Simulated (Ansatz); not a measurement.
MoS2 (space group P4_2/mnm, No. 136): coordinates from a relaxation with DFT, PBE, plane waves, PAW (Ansatz 0.2.0); the starting structure was generated, so it need not be a known form of this composition.

```
Mo S
1.0
     5.87493    0.00000    0.00000
     0.00000    5.87493    0.00000
     0.00000    0.00000    3.22524
Mo S
2 4
Direct
  0.00000 0.00000 0.00000
  0.50000 0.50000 0.50000
  0.28610 0.28610 0.00000
  0.21390 0.78610 0.50000
  0.78610 0.21390 0.50000
  0.71390 0.71390 0.00000
```

Bonds are taken as Mo–S below 2.7 Å; no other contact counts. Simplification: prune 0- and 1-connected atoms, fold 2-connected ones into links.

What net does this leave?

The result is a binodal (3,6)-connected, three-periodic net: S is a 3-connected node; Mo is a 6-connected node, in the ratio 2:1. It is the rtl net, known from rutile. It is a single net, without interpenetration.

```csv
node,links,point symbol,coordination sequence
S,3,4·6²,3 14 19 62 51 144 99 254 163 400
Mo,6,4²·6¹⁰·8³,6 10 38 34 102 74 198 130 326 202
```

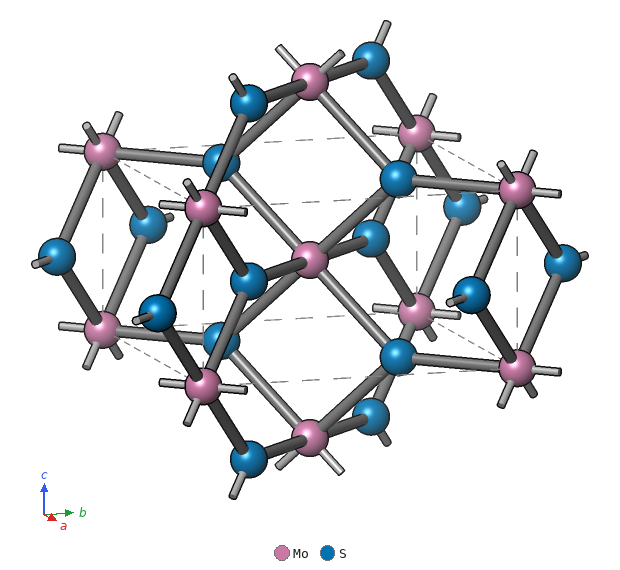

Nodes are coloured by element. Short stubs are edges that leave the cut-out.
